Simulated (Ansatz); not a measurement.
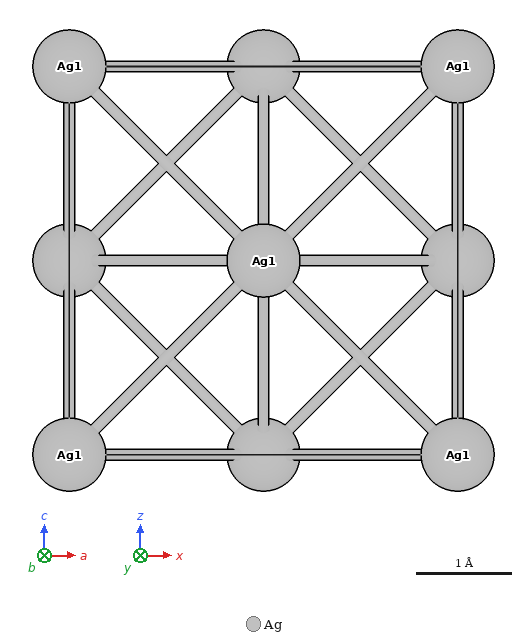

Solid Ag (Fm-3m): the ratio of the cell's length along z to its lengths across, counted as 1 for the reference, is changed at fixed volume (a tetragonal or Bain path), with the atoms kept at their fractional coordinates. x, y and z are the Cartesian axes of the input. The picture shows the reference cell. The picture is a ball-and-stick view of the conventional cell (4 times the calculation's cell), repeated 1 × 2 × 1 with one cell outlined, seen along the b axis. Lengths and directions refer to the drawn axes.

These are results of Ansatz 0.2.0, DFT r2SCAN, scalar-relativistic, plane waves, PAW, not measurements. (plane-wave cutoff 500 eV; k-point mesh 22 × 22 × 22; occupations gaussian; smearing width 0.15 eV; no spin polarisation). Energies (free energies at the smearing named) are counted from the cell as listed in its source, which wasn't relaxed.

```
Ag
1.0
     0.00000    2.04310    2.04310
     2.04310    0.00000    2.04310
     2.04310    2.04310    0.00000
Ag
1
Direct
  0.00000 0.00000 0.00000
```

Predict the energy profile (the relative ratio: 0.650, 0.707, 0.780, 0.850, 0.920, 0.960, 1.000, 1.050, 1.100, 1.200, 1.300, 1.414, 1.500).

```tsv
axial ratio over its reference value	ΔE (meV/atom)
0.650	35
0.707	38
0.780	32
0.850	20
0.920	8
0.960	2
1.000	0
1.050	4
1.100	16
1.200	63
1.300	147
1.414	293
1.500	443
```

Of the computed points the lowest is at the relative ratio 1.00, 0 meV/atom. At the ends of the scan the energy is 35 meV/atom (0.65) and 443 meV/atom (1.50). The unrelaxed reference is under a pressure of 1.4 GPa. The distortion takes the space group from Fm-3m to I4/mmm, except for Im-3m at 0.707. At the relative ratio 1.50 the cell of the drawing goes a 4.086 → 3.570 Å, b 4.086 → 3.570 Å, c 4.086 → 5.354 Å.

As a plot:

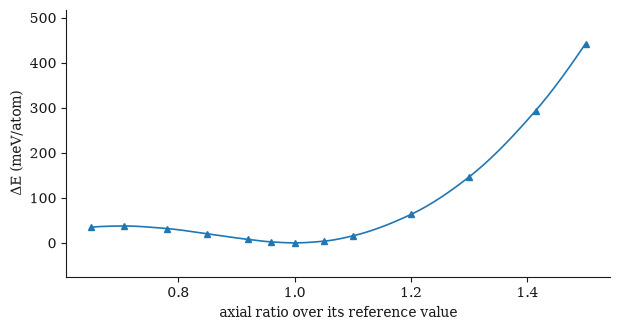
